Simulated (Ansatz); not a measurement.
**Geometry relaxation of GaP (part 2 of 3)**

GaP (2 atoms in the cell); DFT PBEsol, scalar-relativistic, plane waves, PAW, spin-polarised (Ansatz 0.2.0); cutoff 420 eV, 1×1×17 k-mesh, Gaussian smearing of 0.05 eV, collinear spins. The structure derives from an entry of the Crystallography Open Database. It belongs to a series of runs on one base structure; here: zigzag chain of atoms.

Geometry of the input (Å; fractional positions):
```
10.0000  0.0000  0.0000
0.0000  9.3000  0.0000
0.0000  0.0000  3.8150
Ga 0.4523  0.5000  0.0000
P  0.5477  0.5000  0.5000
```

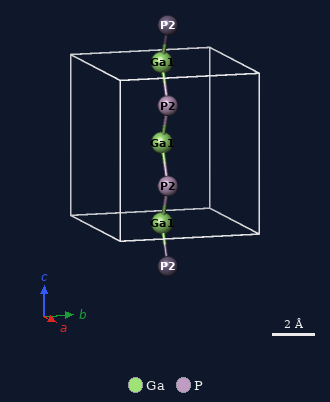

Fig. 1: The geometry at step 3 of the log (ball-and-stick view of the 2 repeat of the cell, with the vacuum cut short, seen slightly off an axis; neighbours outside the cell are drawn fainter; atoms are numbered from 1 in the order of the input).

## Log, continued
```
SCF iter   1: F=—  HF=-4481.290585 eV  |F-HF|=—  |Δ(HF+E_count)|=         —  Δρ=4.93e-4 (↑4.93e-4 ↓4.93e-4)  dr2=5.53e-3  dr2_m=1.99e-4  M=-0.000 μB ∫|m|=0.002 μB  β_m=0.30  ethr=2.83e-5  ⟨swp⟩=2.5  Hψ=1702  notcnv=0
preconditioner: auto → Resta (q_TF=auto, 1.656 Å⁻¹)  ε∞=1.3  [insulator: Δε(μ)=0.354 eV  Ē_g=14.384 eV  σ=0.050 eV  W_gap=1.00  n_scr=22 (ndim 8)  ℏωp=8.3 eV  f_vac=0.754  D(μ)=0.00/eV (n_scr^D=0)  ε∞_Penn≈1.3  vacuum switching on, ρ_ref=1.5e-2 e/Å³]
spin=Collinear: Resta preconditioning applied to the charge; magnetization (m = ρ↑ − ρ↓) channel mixes plain (no charge-response kernel on spin).
SCF iter   2: F=—  HF=-4481.289143 eV  |F-HF|=—  |Δ(HF+E_count)|=   1.44e-3  Δρ=2.89e-4 (↑2.69e-4 ↓2.89e-4)  dr2=1.09e-3  dr2_m=9.85e-5  M=-0.000 μB ∫|m|=0.002 μB  β_m=0.39  ethr=2.83e-5  ⟨swp⟩=2.0  Hψ=278  notcnv=0
SCF iter   3: F=—  HF=-4481.288816 eV  |F-HF|=—  |Δ(HF+E_count)|=   3.28e-4  Δρ=1.22e-4 (↑1.13e-4 ↓1.22e-4)  dr2=1.46e-4  dr2_m=2.37e-5  M=-0.000 μB ∫|m|=0.001 μB  β_m=0.40  ethr=6.04e-6  ⟨swp⟩=2.0  Hψ=306  notcnv=0
SCF iter   4: F=—  HF=-4481.288792 eV  |F-HF|=—  |Δ(HF+E_count)|=   2.42e-5  Δρ=5.32e-5 (↑3.89e-5 ↓5.32e-5)  dr2=7.98e-6  dr2_m=4.54e-6  M=-0.000 μB ∫|m|=0.001 μB  β_m=0.54  ethr=8.14e-7  ⟨swp⟩=2.8  Hψ=426  notcnv=0
SCF iter   5: F=—  HF=-4481.288794 eV  |F-HF|=—  |Δ(HF+E_count)|=   2.36e-6  Δρ=8.55e-6 (↑8.01e-6 ↓8.55e-6)  dr2=2.86e-7  dr2_m=1.61e-7  M=-0.000 μB ∫|m|=0.000 μB  β_m=0.57  ethr=4.43e-8  ⟨swp⟩=2.7  Hψ=433  notcnv=0
iter 6 did not close the SCF: its close was put off for a magnetic moment that had not settled (scf_convergence_deferred on its scf_iter line)
SCF iter   6: F=-4481.288794 eV  HF=-4481.288794 eV  |F-HF|=2.99e-9  |Δ(HF+E_count)|=   1.91e-7  Δρ=2.90e-6 (↑2.90e-6 ↓2.31e-6)  dr2=3.30e-8  dr2_m=1.03e-8  M=-0.000 μB ∫|m|=0.000 μB  β_m=0.58  ethr=1.11e-9  ⟨swp⟩=12.3  Hψ=1968  notcnv=0
iter 7 did not close the SCF: its close was put off for a magnetic moment that had not settled (scf_convergence_deferred on its scf_iter line)
SCF iter   7: F=-4481.288794 eV  HF=-4481.288794 eV  |F-HF|=4.53e-9  |Δ(HF+E_count)|=   1.73e-8  Δρ=1.11e-6 (↑1.11e-6 ↓8.25e-7)  dr2=1.90e-9  dr2_m=2.50e-9  M=-0.000 μB ∫|m|=0.000 μB  β_m=0.67  ethr=1.83e-10  ⟨swp⟩=6.2  Hψ=1480  notcnv=0
iter 8 did not close the SCF: its close was put off for a magnetic moment that had not settled (scf_convergence_deferred on its scf_iter line)
SCF iter   8: F=-4481.288794 eV  HF=-4481.288794 eV  |F-HF|=4.94e-10  |Δ(HF+E_count)|=   6.85e-9  Δρ=2.96e-7 (↑2.96e-7 ↓2.84e-7)  dr2=4.83e-11  dr2_m=2.67e-10  M=-0.000 μB ∫|m|=0.000 μB  β_m=0.83  ethr=1.06e-11  ⟨swp⟩=6.0  Hψ=1354  notcnv=0
SCF iter   9: F=-4481.288794 eV  HF=-4481.288794 eV  |F-HF|=1.27e-11  |Δ(HF+E_count)|=  7.59e-10  Δρ=6.23e-8 (↑5.25e-8 ↓6.23e-8)  dr2=8.07e-12  dr2_m=1.01e-11  M=-0.000 μB ∫|m|=0.000 μB  ethr=1.00e-12  ⟨swp⟩=5.1  Hψ=1263  notcnv=0
the starting moments were not kept: the SCF closed with an absolute magnetisation of 7.5e-6 μB, where they sum to 1 μB in size (2 sites). That is at most 0.1 of that sum. Measured as dr2_m measures the in/out step, that magnetisation stands 5.7e-12 eV from none, at or under the dr2_threshold of 2.0e-7 eV: it is no larger than a step whose dr2_m would equal this threshold.
SCF 2 converged in 9 iterations: F = -4481.288794 eV  dr2 = 8.07e-12
relax step   2: F+E_penalty+E_count = -4481.28879426 eV  Δ(F+E_penalty+E_count) = -2.458e-2 eV  max|allowed force component| = 1.539e-1 eV/Å  Δτ_max = 0.0044 Å  P = +0.169 GPa  Ω = 360.477 Å³  energy of the carried Pulay correction = -1.377e-4 eV  fix = [a, b, alpha, beta, gamma]  reactions: a +0.061, b +0.014 GPa  (9 SCF iters, dr2 threshold 2.00e-7 eV, accepted)
Crystal: 2 atoms, lattice volume = 363.781 Å³
Basis set: ecut = 420 eV, 7123 PW (Γ), exchange–correlation on 144×128×54 points (8 copies of the dense FFT grid, shifted against one another)
iter 1 solved again at ethr=9.30e-6 eV; its pass at ethr=3.10e-3 eV (dr2=1.67e-3 eV) is discarded
SCF iter   1: F=—  HF=-4481.294310 eV  |F-HF|=—  |Δ(HF+E_count)|=         —  Δρ=2.76e-4 (↑2.74e-4 ↓2.76e-4)  dr2=1.87e-3  dr2_m=3.98e-5  M=-0.000 μB ∫|m|=0.001 μB  β_m=0.30  ethr=9.30e-6  ⟨swp⟩=2.7  Hψ=1650  notcnv=0
preconditioner: auto → Resta (q_TF=auto, 1.653 Å⁻¹)  ε∞=1.3  [insulator: Δε(μ)=0.364 eV  Ē_g=14.347 eV  σ=0.050 eV  W_gap=1.00  n_scr=22 (ndim 8)  ℏωp=8.3 eV  f_vac=0.753  D(μ)=0.00/eV (n_scr^D=0)  ε∞_Penn≈1.3  vacuum switching on, ρ_ref=1.5e-2 e/Å³]
spin=Collinear: Resta preconditioning applied to the charge; magnetization (m = ρ↑ − ρ↓) channel mixes plain (no charge-response kernel on spin).
SCF iter   2: F=—  HF=-4481.293816 eV  |F-HF|=—  |Δ(HF+E_count)|=   4.94e-4  Δρ=1.49e-4 (↑1.47e-4 ↓1.49e-4)  dr2=3.50e-4  dr2_m=1.96e-5  M=-0.000 μB ∫|m|=0.001 μB  β_m=0.38  ethr=9.30e-6  ⟨swp⟩=2.2  Hψ=287  notcnv=0
SCF iter   3: F=—  HF=-4481.293703 eV  |F-HF|=—  |Δ(HF+E_count)|=   1.13e-4  Δρ=6.77e-5 (↑6.77e-5 ↓5.95e-5)  dr2=5.08e-5  dr2_m=5.09e-6  M=-0.000 μB ∫|m|=0.000 μB  β_m=0.40  ethr=1.94e-6  ⟨swp⟩=2.1  Hψ=311  notcnv=0
SCF iter   4: F=—  HF=-4481.293691 eV  |F-HF|=—  |Δ(HF+E_count)|=   1.28e-5  Δρ=2.40e-5 (↑2.40e-5 ↓2.16e-5)  dr2=2.71e-6  dr2_m=9.45e-7  M=-0.000 μB ∫|m|=0.000 μB  β_m=0.52  ethr=2.82e-7  ⟨swp⟩=2.7  Hψ=413  notcnv=0
iter 5 did not close the SCF: its close was put off for a magnetic moment that had not settled (scf_convergence_deferred on its scf_iter line)
SCF iter   5: F=-4481.293691 eV  HF=-4481.293691 eV  |F-HF|=3.09e-8  |Δ(HF+E_count)|=   3.56e-7  Δρ=5.28e-6 (↑5.28e-6 ↓4.08e-6)  dr2=1.09e-7  dr2_m=4.32e-8  M=-0.000 μB ∫|m|=0.000 μB  β_m=0.53  ethr=1.11e-9  ⟨swp⟩=10.7  Hψ=2219  notcnv=0
iter 6 did not close the SCF: its close was put off for a magnetic moment that had not settled (scf_convergence_deferred on its scf_iter line)
SCF iter   6: F=-4481.293691 eV  HF=-4481.293691 eV  |F-HF|=1.12e-8  |Δ(HF+E_count)|=   4.03e-8  Δρ=1.73e-6 (↑1.73e-6 ↓1.72e-6)  dr2=1.44e-8  dr2_m=5.41e-9  M=-0.000 μB ∫|m|=0.000 μB  β_m=0.57  ethr=6.05e-10  ⟨swp⟩=7.1  Hψ=1574  notcnv=0
iter 7 did not close the SCF: its close was put off for a magnetic moment that had not settled (scf_convergence_deferred on its scf_iter line)
SCF iter   7: F=-4481.293691 eV  HF=-4481.293691 eV  |F-HF|=1.99e-9  |Δ(HF+E_count)|=   1.48e-8  Δρ=6.01e-7 (↑6.01e-7 ↓5.20e-7)  dr2=9.90e-10  dr2_m=7.11e-10  M=-0.000 μB ∫|m|=0.000 μB  β_m=0.71  ethr=8.01e-11  ⟨swp⟩=6.0  Hψ=1423  notcnv=0
iter 8 did not close the SCF: its close was put off for a magnetic moment that had not settled (scf_convergence_deferred on its scf_iter line)
SCF iter   8: F=-4481.293691 eV  HF=-4481.293691 eV  |F-HF|=7.28e-11  |Δ(HF+E_count)|=   2.51e-9  Δρ=1.15e-7 (↑1.10e-7 ↓1.15e-7)  dr2=5.36e-12  dr2_m=4.06e-11  M=-0.000 μB ∫|m|=0.000 μB  β_m=0.86  ethr=5.50e-12  ⟨swp⟩=5.7  Hψ=1304  notcnv=0
SCF iter   9: F=-4481.293691 eV  HF=-4481.293691 eV  |F-HF|=6.37e-12  |Δ(HF+E_count)|=  1.08e-10  Δρ=3.14e-8 (↑2.47e-8 ↓3.14e-8)  dr2=9.73e-13  dr2_m=2.56e-12  M=-0.000 μB ∫|m|=0.000 μB  ethr=1.00e-12  ⟨swp⟩=5.0  Hψ=1161  notcnv=0
the starting moments were not kept: the SCF closed with an absolute magnetisation of 3.9e-6 μB, where they sum to 1 μB in size (2 sites). That is at most 0.1 of that sum. Measured as dr2_m measures the in/out step, that magnetisation stands 1.4e-12 eV from none, at or under the dr2_threshold of 2.0e-7 eV: it is no larger than a step whose dr2_m would equal this threshold.
SCF 3 converged in 9 iterations: F = -4481.293691 eV  dr2 = 9.73e-13
relax step   3: F+E_penalty+E_count = -4481.29369103 eV  Δ(F+E_penalty+E_count) = -4.897e-3 eV  max|allowed force component| = 1.682e-2 eV/Å  Δτ_max = 0.0009 Å  P = +0.019 GPa  Ω = 363.781 Å³  energy of the carried Pulay correction = -2.167e-4 eV  fix = [a, b, alpha, beta, gamma]  reactions: a +0.003, b +0.014 GPa  (9 SCF iters, dr2 threshold 2.00e-7 eV, accepted)
Crystal: 2 atoms, lattice volume = 364.084 Å³
iter 1 solved again at ethr=8.13e-8 eV; its pass at ethr=3.10e-3 eV (dr2=1.46e-5 eV) is discarded
SCF iter   1: F=—  HF=-4481.293737 eV  |F-HF|=—  |Δ(HF+E_count)|=         —  Δρ=3.51e-5 (↑3.10e-5 ↓3.51e-5)  dr2=1.69e-5  dr2_m=1.55e-6  M=-0.000 μB ∫|m|=0.000 μB  β_m=0.30  ethr=8.13e-8  ⟨swp⟩=3.0  Hψ=1632  notcnv=0
preconditioner: auto → Resta (q_TF=auto, 1.653 Å⁻¹)  ε∞=1.3  [insulator: Δε(μ)=0.379 eV  Ē_g=14.346 eV  σ=0.050 eV  W_gap=1.00  n_scr=22 (ndim 8)  ℏωp=8.3 eV  f_vac=0.752  D(μ)=0.00/eV (n_scr^D=0)  ε∞_Penn≈1.3  vacuum switching on, ρ_ref=1.5e-2 e/Å³]
spin=Collinear: Resta preconditioning applied to the charge; magnetization (m = ρ↑ − ρ↓) channel mixes plain (no charge-response kernel on spin).
SCF iter   2: F=—  HF=-4481.293733 eV  |F-HF|=—  |Δ(HF+E_count)|=   4.05e-6  Δρ=2.10e-5 (↑1.84e-5 ↓2.10e-5)  dr2=3.18e-6  dr2_m=7.67e-7  M=-0.000 μB ∫|m|=0.000 μB  β_m=0.39  ethr=8.13e-8  ⟨swp⟩=2.3  Hψ=306  notcnv=0
SCF iter   3: F=—  HF=-4481.293733 eV  |F-HF|=—  |Δ(HF+E_count)|=   6.96e-7  Δρ=9.30e-6 (↑8.93e-6 ↓9.30e-6)  dr2=5.20e-7  dr2_m=1.89e-7  M=-0.000 μB ∫|m|=0.000 μB  β_m=0.41  ethr=1.77e-8  ⟨swp⟩=2.0  Hψ=310  notcnv=0
SCF iter   4: F=—  HF=-4481.293733 eV  |F-HF|=—  |Δ(HF+E_count)|=   3.09e-8  Δρ=3.32e-6 (↑3.32e-6 ↓3.22e-6)  dr2=2.50e-8  dr2_m=2.92e-8  M=-0.000 μB ∫|m|=0.000 μB  β_m=0.53  ethr=2.89e-9  ⟨swp⟩=3.0  Hψ=447  notcnv=0
iter 5 did not close the SCF: its close was put off for a magnetic moment that had not settled (scf_convergence_deferred on its scf_iter line)
SCF iter   5: F=-4481.293733 eV  HF=-4481.293733 eV  |F-HF|=2.55e-10  |Δ(HF+E_count)|=   1.93e-8  Δρ=5.42e-7 (↑5.42e-7 ↓4.73e-7)  dr2=6.25e-10  dr2_m=7.25e-10  M=0.000 μB ∫|m|=0.000 μB  β_m=0.57  ethr=9.83e-11  ⟨swp⟩=9.5  Hψ=1680  notcnv=0
iter 6 did not close the SCF: its close was put off for a magnetic moment that had not settled (scf_convergence_deferred on its scf_iter line)
SCF iter   6: F=-4481.293733 eV  HF=-4481.293733 eV  |F-HF|=1.09e-11  |Δ(HF+E_count)|=  7.37e-10  Δρ=1.87e-7 (↑1.86e-7 ↓1.87e-7)  dr2=1.71e-10  dr2_m=5.57e-11  M=0.000 μB ∫|m|=0.000 μB  β_m=0.58  ethr=3.47e-12  ⟨swp⟩=5.1  Hψ=1289  notcnv=0
SCF iter   7: F=-4481.293733 eV  HF=-4481.293733 eV  |F-HF|=7.28e-12  |Δ(HF+E_count)|=  6.91e-11  Δρ=4.67e-8 (↑4.41e-8 ↓4.67e-8)  dr2=6.06e-12  dr2_m=5.36e-12  M=0.000 μB ∫|m|=0.000 μB  ethr=1.00e-12  ⟨swp⟩=4.9  Hψ=1241  notcnv=0
the starting moments were not kept: the SCF closed with an absolute magnetisation of 2.4e-6 μB, where they sum to 1 μB in size (2 sites). That is at most 0.1 of that sum. Measured as dr2_m measures the in/out step, that magnetisation stands 6.1e-13 eV from none, at or under the dr2_threshold of 1.8e-8 eV: it is no larger than a step whose dr2_m would equal this threshold.
SCF 4 converged in 7 iterations: F = -4481.293733 eV  dr2 = 6.06e-12
relax step   4: F+E_penalty+E_count = -4481.29373270 eV  Δ(F+E_penalty+E_count) = -4.167e-5 eV  max|allowed force component| = 3.346e-4 eV/Å  Δτ_max = 0.0005 Å  P = +0.004 GPa  Ω = 364.084 Å³  energy of the carried Pulay correction = -2.239e-4 eV  fix = [a, b, alpha, beta, gamma]  reactions: a -0.004, b +0.014 GPa  (7 SCF iters, dr2 threshold 1.77e-8 eV, accepted)
Initial wavefunctions: pseudopotential atomic-orbital guess (no wavefunctions were taken with the density)
iter 1 solved again at ethr=2.29e-7 eV; its pass at ethr=3.10e-3 eV (dr2=4.12e-5 eV) is discarded
SCF iter   1: F=—  HF=-4481.287809 eV  |F-HF|=—  |Δ(HF+E_count)|=         —  Δρ=6.77e-5 (↑6.77e-5 ↓6.77e-5)  dr2=1.71e-6  dr2_m=5.40e-12  M=0.000 μB ∫|m|=0.000 μB  β_m=0.30  ethr=2.29e-7  ⟨swp⟩=4.1  Hψ=2582  notcnv=0
preconditioner: auto → Resta (q_TF=auto, 1.653 Å⁻¹)  ε∞=1.3  [insulator: Δε(μ)=0.380 eV  Ē_g=14.327 eV  σ=0.050 eV  W_gap=1.00  n_scr=22 (ndim 8)  ℏωp=8.3 eV  f_vac=0.752  D(μ)=0.00/eV (n_scr^D=0)  ε∞_Penn≈1.3  vacuum switching on, ρ_ref=1.5e-2 e/Å³]
spin=Collinear: Resta preconditioning applied to the charge; magnetization (m = ρ↑ − ρ↓) channel mixes plain (no charge-response kernel on spin).
SCF iter   2: F=—  HF=-4481.290410 eV  |F-HF|=—  |Δ(HF+E_count)|=   2.60e-3  Δρ=4.74e-5 (↑4.74e-5 ↓4.74e-5)  dr2=7.51e-7  dr2_m=3.08e-12  M=0.000 μB ∫|m|=0.000 μB  β_m=0.53  ethr=9.53e-9  ⟨swp⟩=2.1  Hψ=334  notcnv=0
SCF iter   3: F=—  HF=-4481.293668 eV  |F-HF|=—  |Δ(HF+E_count)|=   3.26e-3  Δρ=1.08e-5 (↑1.08e-5 ↓1.08e-5)  dr2=1.23e-7  dr2_m=4.51e-13  M=0.000 μB ∫|m|=0.000 μB  β_m=0.58  ethr=4.17e-9  ⟨swp⟩=3.0  Hψ=454  notcnv=0
SCF iter   4: F=—  HF=-4481.293967 eV  |F-HF|=—  |Δ(HF+E_count)|=   2.99e-4  Δρ=2.59e-6 (↑2.59e-6 ↓2.59e-6)  dr2=4.31e-8  dr2_m=9.26e-14  M=0.000 μB ∫|m|=0.000 μB  β_m=0.52  ethr=6.82e-10  ⟨swp⟩=3.1  Hψ=376  notcnv=0
SCF iter   5: F=—  HF=-4481.293994 eV  |F-HF|=—  |Δ(HF+E_count)|=   2.70e-5  Δρ=5.24e-7 (↑5.24e-7 ↓5.22e-7)  dr2=5.47e-9  dr2_m=3.65e-14  M=0.000 μB ∫|m|=0.000 μB  β_m=0.54  ethr=2.39e-10  ⟨swp⟩=2.0  Hψ=306  notcnv=0
SCF iter   6: F=—  HF=-4481.293995 eV  |F-HF|=—  |Δ(HF+E_count)|=   8.48e-7  Δρ=1.97e-7 (↑1.97e-7 ↓1.95e-7)  dr2=4.90e-10  dr2_m=1.99e-14  M=0.000 μB ∫|m|=0.000 μB  β_m=0.56  ethr=3.04e-11  ⟨swp⟩=3.0  Hψ=414  notcnv=0
SCF iter   7: F=—  HF=-4481.294003 eV  |F-HF|=—  |Δ(HF+E_count)|=   8.51e-6  Δρ=3.27e-7 (↑3.27e-7 ↓3.25e-7)  dr2=6.71e-9  dr2_m=6.09e-15  M=-0.000 μB ∫|m|=0.000 μB  β_m=0.56  ethr=2.72e-12  ⟨swp⟩=4.0  Hψ=530  notcnv=0
SCF iter   8: F=—  HF=-4481.294003 eV  |F-HF|=—  |Δ(HF+E_count)|=   1.60e-9  Δρ=2.48e-7 (↑2.48e-7 ↓2.46e-7)  dr2=3.80e-9  dr2_m=4.17e-15  M=-0.000 μB ∫|m|=0.000 μB  β_m=0.78  ethr=2.72e-12  ⟨swp⟩=2.0  Hψ=296  notcnv=0
SCF iter   9: F=—  HF=-4481.294003 eV  |F-HF|=—  |Δ(HF+E_count)|=  2.40e-10  Δρ=9.46e-8 (↑9.46e-8 ↓9.38e-8)  dr2=5.13e-10  dr2_m=2.32e-15  M=-0.000 μB ∫|m|=0.000 μB  β_m=0.70  ethr=2.72e-12  ⟨swp⟩=2.0  Hψ=324  notcnv=0
SCF iter  10: F=—  HF=-4481.294003 eV  |F-HF|=—  |Δ(HF+E_count)|=   1.41e-9  Δρ=3.91e-8 (↑3.91e-8 ↓3.87e-8)  dr2=4.16e-11  dr2_m=7.42e-16  M=-0.000 μB ∫|m|=0.000 μB  β_m=0.85  ethr=2.72e-12  ⟨swp⟩=2.0  Hψ=294  notcnv=0
SCF iter  11: F=-4481.294003 eV  HF=-4481.294003 eV  |F-HF|=3.64e-12  |Δ(HF+E_count)|=   1.66e-9  Δρ=1.80e-8 (↑1.79e-8 ↓1.80e-8)  dr2=2.43e-12  dr2_m=2.13e-16  M=-0.000 μB ∫|m|=0.000 μB  ethr=1.00e-12  ⟨swp⟩=6.1  Hψ=1436  notcnv=0
the starting moments were not kept: the SCF closed with an absolute magnetisation of 8.2e-9 μB, where they sum to 1 μB in size (2 sites). That is at most 0.1 of that sum. Measured as dr2_m measures the in/out step, that magnetisation stands 6.2e-18 eV from none, at or under the dr2_threshold of 7.2e-12 eV: it is no larger than a step whose dr2_m would equal this threshold.
SCF 5 converged in 11 iterations: F = -4481.294003 eV  dr2 = 2.43e-12
```
